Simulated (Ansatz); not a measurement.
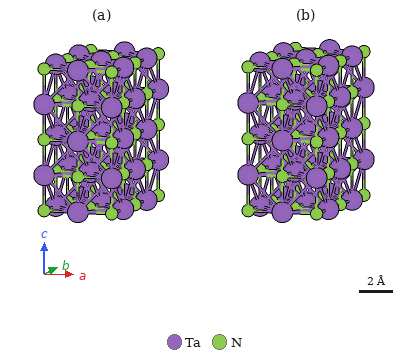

The structure of solid TaN (set up in Fm-3m) (coarse preliminary run) before (left) and after (right) a relaxation, at one scale.

Style: ball-and-stick. Shown: the conventional cell (4 times the calculation's cell), repeated 1 × 2 × 2 with one cell outlined, slightly off an axis. Lengths and directions refer to the drawn axes.

Computed with DFT PBE, scalar-relativistic, plane waves, PAW in Ansatz 0.2.0. Set-up: plane-wave cutoff 420 eV; k-point mesh 8 × 8 × 8; occupations gaussian; smearing width 0.1 eV; no spin polarisation; cell and atoms relaxed; force threshold 0.05 eV/Å; at most 80 steps.

### Describe what moved and what it gained.

The atoms keep their places relative to the cell (all moves are under 0.005 Å). Cell: a = b = c 4.358 → 4.418 Å (+1.4 %). Volume +4.2 %. Near-neighbour distances that change, for instance: Ta–Ta 3.082 → 3.124 Å, N–Ta 2.179 → 2.209 Å. The space group stays Fm-3m (No. 225). After 2 accepted moves (3 points after the start) the energy has fallen by 19.2 meV per atom. All forces vanish by symmetry, so only the cell relaxes. Pressure: 14.74 GPa at the start and −0.06 GPa at the end. The SCF was repeated once at an unchanged geometry on a basis and grid sized afresh for the cell, which shifted the energy by 1.8 meV per atom at most. Cost: 5.3 s on 2 threads of Intel(R) Xeon(R) Processor @ 2.50GHz (Skylake/Cascade Lake), with other jobs on the host, peak memory 0.33 GiB.
